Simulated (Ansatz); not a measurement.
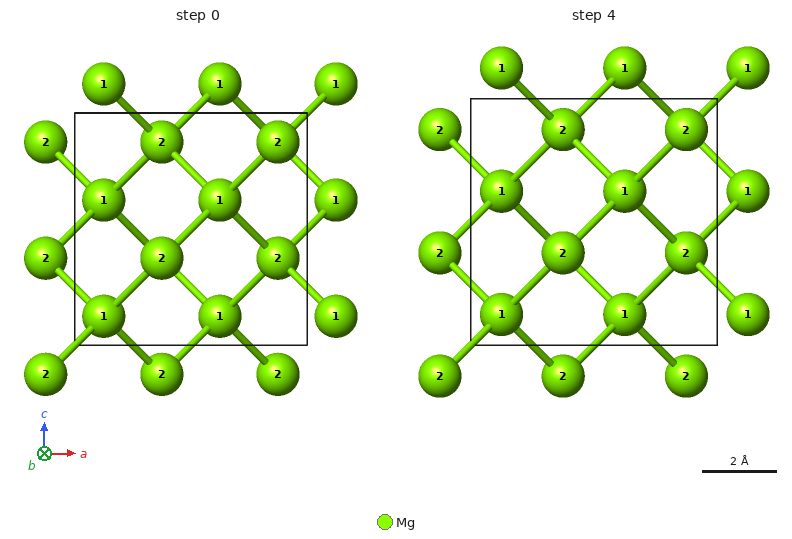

The structure of crystalline Mg (a generated structure, set up in Fd-3m) before (left) and after (right) a relaxation, at one scale.

A ball-and-stick model of the conventional cell (4 times the calculation's cell), seen along the b axis. Lengths and directions refer to the drawn axes.

Phase: diamond.

Theory: DFT, LDA (PW92), plane waves (420 eV) with PAW, scalar-relativistic (Ansatz).

Input
```yaml
crystal:
  lattice:
    - [0.0, 3.1538244874, 3.1538244874]
    - [3.1538244874, 0.0, 3.1538244874]
    - [3.1538244874, 3.1538244874, 0.0]
  atoms:
    - { symbol: Mg, position: [0.125, 0.125, 0.125] }
    - { symbol: Mg, position: [0.875, 0.875, 0.875] }
hamiltonian:
  xc: lda
  pseudopotentials:
    kind: paw
    azcp:
      Mg: "pseudopotentials/Mg.paw.azcp"
basis:
  ecutwfc: 420
  fft_grid_basis: typed
kpoints:
  mp_grid: { grid: [9, 9, 9], shift: [0, 0, 0] }
magnetization:
  spin_polarized: false
scf:
  occupations: { method: fermi_dirac, width: 0.1 }
relax:
  max_steps: 60
  f_tol: 0.01
  cell: {}
```

Run as
```bash
ansatz run input.yaml --threads 2 --pin off --max-ram 5120MiB --backend cpu --events-out ev --progress --plain --runs-dir out
```

### Summarise the run.

The energy falls by 53.8 meV per atom in 3 accepted moves (4 points after the start). All forces vanish by symmetry, so only the cell relaxes. Pressure: 3.23 GPa at the start and 0.02 GPa at the end. At 1 point the geometry stayed and the basis and grid were re-selected for the new cell (energy shift of 0.4 meV per atom at most each time). No atom moves by more than 0.005 Å relative to the cell. The volume changes by +19.5 %, with a = b = c 6.308 → 6.693 Å (+6.1 %). Near-neighbour distances that change, for instance: Mg1–Mg2 2.731 → 2.898 Å. The space group stays Fd-3m (No. 227). The program noted that a PAW file was made for another functional than the run's. Cost: 2.2 s on 2 threads of Intel(R) Xeon(R) Platinum 8559C (Emerald Rapids) (shared host), peak memory 0.44 GiB.
